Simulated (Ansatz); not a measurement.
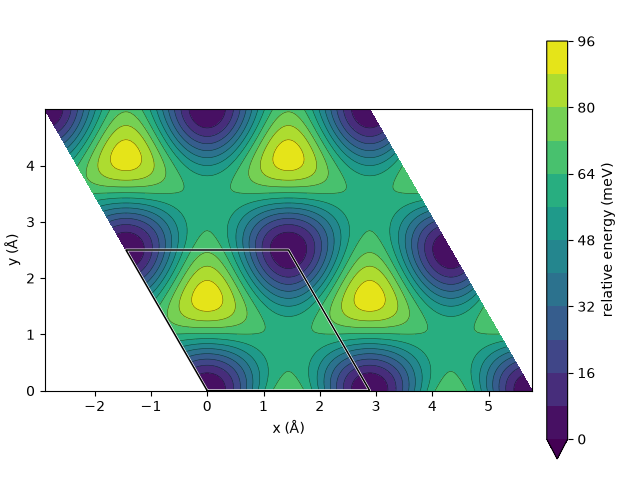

Si on a Ti(001) slab cut from the P6_3/mmc phase, its upper half relaxed before the scan (20 atoms of substrate and one adsorbate in a 2 × 2 cell). 
- Si is moved over the surface cell at a fixed height above a rigid substrate; the origin of the map has the adsorbate above Ti17; the height is held at 3.40 Å.
- Places are given modulo a cell vector. The map is drawn in real space over the plane of the surface.
- The grid has 6 × 6 points; 10 points were computed and 26 follow by symmetry.
- Places are given in fractions of the 1 × 1 surface cell.
- All energies are given in meV relative to the lowest grid point.
- The runs have no spin polarisation, so an open-shell adsorbate far from the surface lies too high. At a fixed height the lowest place need not be the adsorption site.
- Level of theory: DFT PBE+D3(BJ), scalar-relativistic, plane waves, PAW (Ansatz). Settings: cutoff 420 eV, k-mesh 6×6×1, gaussian smearing 0.1 eV, no spin polarisation.

In the figure: filled contours, the outline of one cell of the 2 × 2 shown. Between grid points the surface is interpolated.

The lowest grid point is at the top site over a surface Ti atom, (0/6, 0/6) of the cell vectors. The highest grid point, a threefold hollow, (2/6, 4/6) of the cell vectors, lies 92 meV above the lowest. On the interpolated surface the easiest way out of the lowest well to its copy in the next cell or period passes a barrier of about 63 meV. At the lowest point the adsorbate has 1 Ti at 3.40 Å as nearest neighbours, at the highest 3 Ti at 3.79 Å.

The scan is repeated with another setting: the height is held at 2.80 Å; all else is set up alike.

> What will the new map look like?

The lowest place stays at the top site over a surface Ti atom, (0/6, 0/6) of the cell vectors. The span from the lowest to the highest grid point grows from 92 to 160 meV. The easiest pass out of the lowest well goes from about 63 to about 75 meV on the interpolated surfaces. In the new map: at the lowest point the adsorbate has 1 Ti at 2.80 Å as nearest neighbours, at the highest 3 Ti at 3.26 Å.

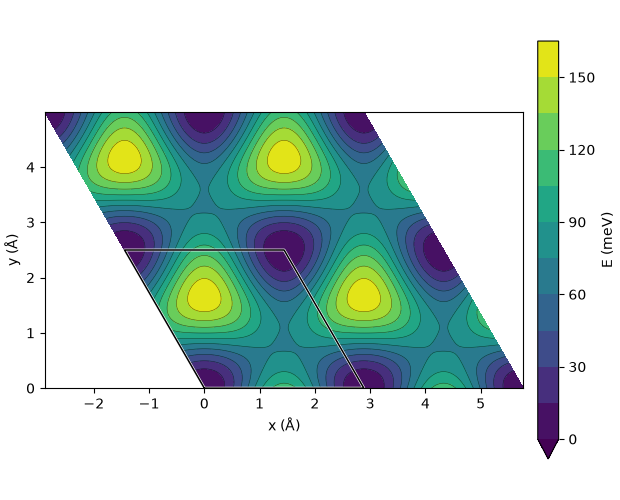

The map after the change, on a colour scale of its own. In the figure: filled contours, the outline of one cell of the 2 × 2 shown. Between grid points the surface is interpolated.

PAW datasets: the set soft_1.
